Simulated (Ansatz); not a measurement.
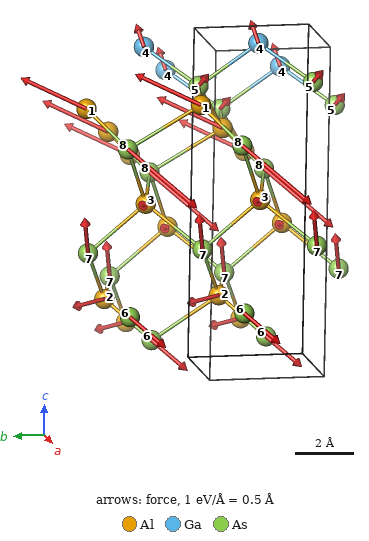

Starting geometry of solid Al₃GaAs₄ (a generated structure, set up in P1) (coarse preliminary run) with the computed forces as red arrows. The picture is a ball-and-stick view of the cell of the calculation, repeated 2 × 2 × 1 with one cell outlined, seen from a free direction.

These are results of Ansatz 0.2.0, DFT PBE, scalar-relativistic, plane waves, PAW, not measurements.

Input
```yaml
crystal:
  lattice:
    - [4.1203319541, -0.0345411087, -0.0005895582]
    - [-0.0345411087, 4.0215987955, -0.038549617]
    - [-0.0016653706, -0.1088940877, 11.6336024566]
  atoms:
    - { symbol: Al, position: [-0.0051982278, -0.0722059016, 0.7647494079] }
    - { symbol: Al, position: [-0.0175914796, -0.0687698177, 0.2563268751] }
    - { symbol: Al, position: [0.4842990878, 0.4882407088, 0.5057387523] }
    - { symbol: Ga, position: [0.4952955955, 0.5323995945, 0.9829250429] }
    - { symbol: As, position: [0.4844589525, 0.0460539409, 0.8585499256] }
    - { symbol: As, position: [0.0109574409, 0.5168241267, 0.1285222647] }
    - { symbol: As, position: [0.5293413281, -0.0060340646, 0.3642932327] }
    - { symbol: As, position: [1.0184373027, 0.5634914131, 0.6388944989] }
basis:
  ecutwfc: 420
kpoints:
  mp_grid: { grid: [4, 4, 1] }
hamiltonian:
  xc: pbe
scf:
  occupations: { method: gaussian, width: 0.1 }
  lower_state_search: "off"
output:
  forces: true
  stress: true
  eigenvalues: true
relax:
  adjacent_minimum: "off"
  f_tol: 0.025
  max_steps: 60
  cell: { stress_tol: 0.25 }
```

Launched with:
```bash
ansatz run input.yaml --threads 1 --pin off --max-ram 2560MiB --backend cpu --events-out ev --progress --plain --runs-dir out
```

> Is this structure relaxed? If not, where do the atoms go?

It isn't relaxed: the largest force vector, on As8, is 6.69 eV/Å. The final displacements follow the starting forces only in part (cosine between the two patterns 0.74). The atom that moves furthest relative to the cell is Al1 (0.34 Å roughly along [0 3 −1]). Largest moves by element: Al 0.34 Å, As 0.31 Å, Ga 0.23 Å. The volume changes by −2.4 %, with a 4.120 → 4.076 Å (−1.1 %), b 4.022 → 4.072 Å (+1.3 %), c 11.634 → 11.338 Å (−2.5 %), α 91.1° → 90.0°, γ 91.0° → 90.0°. Among the contacts that change: Al1–As8 2.970 → 2.480 Å, Al1–As8 (another image) 2.055 → 2.480 Å, Al2–As6 2.810 → 2.476 Å, Al2–As6 (another image) 2.217 → 2.476 Å. Among the angles between lasting bonds that change: As5–Al1–As8 92.6° → 108.9°, Al1–As8–Al3 124.5° → 109.0°, Al1–As5–Ga4 94.3° → 109.1°. The space group (tolerance 0.01 Å) goes from P1 (No. 1) to P-4m2 (No. 115). Over 4 accepted moves (5 points after the start) the energy falls by 2.827 eV per cell of the calculation. Largest force component: 5 eV/Å at the start, 0.012 eV/Å at the end. Pressure: 2.89 GPa at the start and 0.08 GPa at the end. The SCF was repeated once at an unchanged geometry on a basis and grid sized afresh for the cell, which shifted the energy by 0.7 meV per cell of the calculation at most. Cost: 67 s on 1 thread of Arm Neoverse V1 (shared host), peak memory 0.42 GiB.
